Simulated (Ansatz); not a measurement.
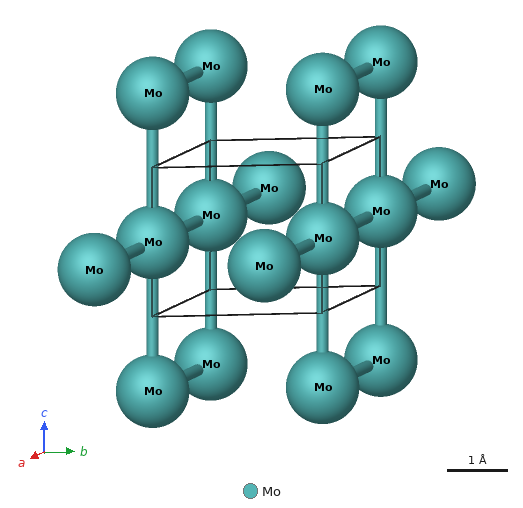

Shown here is a ball-and-stick view of the crystal, taken slightly off an axis. The parallelepiped is the simulation cell. Neighbours across the faces are drawn wherever a bond reaches them.

The input file of the run:
```yaml
crystal:
  lattice:
    - [2.7355103972, 0.0, 0.0]
    - [-1.3677551986, 2.5466981085, 0.0]
    - [0.0, 0.0, 2.5551807]
  atoms:
    - { symbol: Mo, position: [0.0, 0.0, 0.5] }
basis:
  ecutwfc: 420
kpoints:
  mp_grid: { grid: [18, 18, 18] }
hamiltonian:
  xc: pbesol
scf:
  occupations: { method: gaussian, width: 0.15 }
output:
  forces: true
  stress: true
  eigenvalues: true
```
Run as:
```sh
ansatz run input.yaml --threads 1 --pin off --max-ram 2560MiB --backend cpu --events-out ev --progress --plain --runs-dir out
```

Run with DFT PBEsol, scalar-relativistic, plane waves, PAW in Ansatz and these settings: E_cut = 420 eV, an 18×18×18 k-point mesh, Gaussian smearing of 0.15 eV, no spin polarisation.

Question: Metal or not?

Answer: A metal: bands cross the Fermi level.

Question: Which way would the volume go on relaxing?

Answer: The computed pressure is -16.5 GPa (stretched: it would shrink). The stress isn't hydrostatic: its largest component is 19.0 GPa.

Origin of the cell: a structure listed in the Materials Project. The cell was then strained or its atoms displaced on purpose. It was the input of a calculation with Ansatz.

At this level of theory the cell isn't at rest (stretched, at -16 GPa), so its distances can differ from those at equilibrium, the more so the softer the solid.
